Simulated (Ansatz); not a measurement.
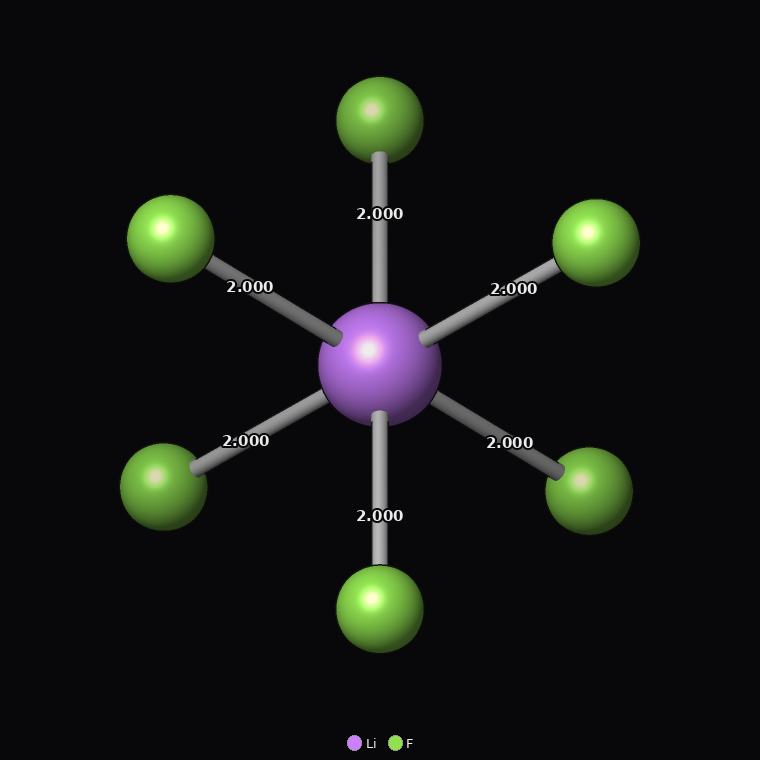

The surroundings of site Li1 (at 0.000, 0.000, 0.000) in LiF (Fm-3m, No. 225), with bond lengths in Å.

Origin of the cell: the geometry relaxed with DFT PBE+D3(BJ), scalar-relativistic, plane waves, PAW (Ansatz).

```xyz
8
Lattice="4.0006 0.0000 0.0000 0.0000 4.0006 0.0000 0.0000 0.0000 4.0006" Properties=species:S:1:pos:R:3 pbc="T T T"
Li    0.0000    0.0000    0.0000
F     2.0003    0.0000    0.0000
Li    0.0000    2.0003    2.0003
F     2.0003    2.0003    2.0003
Li    2.0003    0.0000    2.0003
F     0.0000    0.0000    2.0003
Li    2.0003    2.0003    0.0000
F     0.0000    2.0003    0.0000
```

Bond valence s = exp((R0 − d)/b), R0 fitted to published crystal structures with b = 0.37 Å; R0 in Å: Li+–F 1.348.

> Calculate the bond-valence sum of Li1 from the bonds drawn.

6 × 0.172 = 1.03 v.u., against a formal valence of 1: a close match.

> And over the whole structure?

| site | x, y, z | formal valence | bond-valence sum | difference |
| --- | --- | --- | --- | --- |
| Li1 | 0.000, 0.000, 0.000 | +1 | 1.06 | 0.06 |
| F1 | 0.500, 0.000, 0.000 | −1 | 1.06 | 0.06 |

These sums include all anions within 5 Å. The global instability index (root mean square of the differences over all atoms) is 0.06 v.u.: little strain. Cells relaxed with PBE tend to have slightly long bonds, which lowers the sums.
